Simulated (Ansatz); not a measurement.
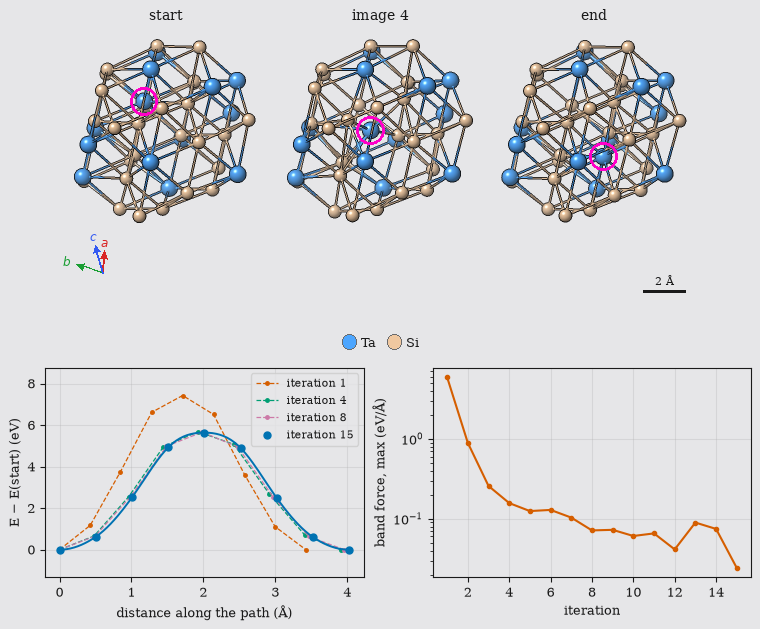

A nudged-elastic-band calculation for TaSi2 with a Ta vacancy (35 atoms in the cell, charge -1). Images are numbered from 0 (start) to 8 (end). The plot follows the band through its iterations. Style: ball-and-stick. Shown: the atoms within 5.2 Å of the middle of the path, from a free direction. The moving atom is ringed, with any periodic copies. Bonds to atoms that aren't drawn are left out.

Theory: DFT LDA, scalar-relativistic, plane waves, PAW in Ansatz 0.2.0. Run with plane-wave cutoff 420 eV; k-point mesh 2 × 2 × 1; Gaussian smearing 0.02 eV; 7 movable images; climbing image; force threshold 0.05 eV/Å; iteration limit 37; starting path by image-dependent pair potential.

> How did the profile develop, and is the result final?

The result is final at these settings. The band converged in 15 iterations. The largest component of the band force went from 5.9 to 0.024 eV/Å. The climbing image converged on the top of the path. A check of its curvatures found one unstable direction (−3.1 eV/Å²), as a transition state must have. The first iteration put the highest image at 7.42 eV. The barrier is about 5.64 eV in both directions, with image 4 at the top; the ends have the same energy.

Limits of the set-up: the periodic images lie only 8.1 Å apart, so the values are limited by the cell's size; the cell is charged, on a uniform background, and energies carry no finite-size correction.

PAW datasets: the set soft_1.
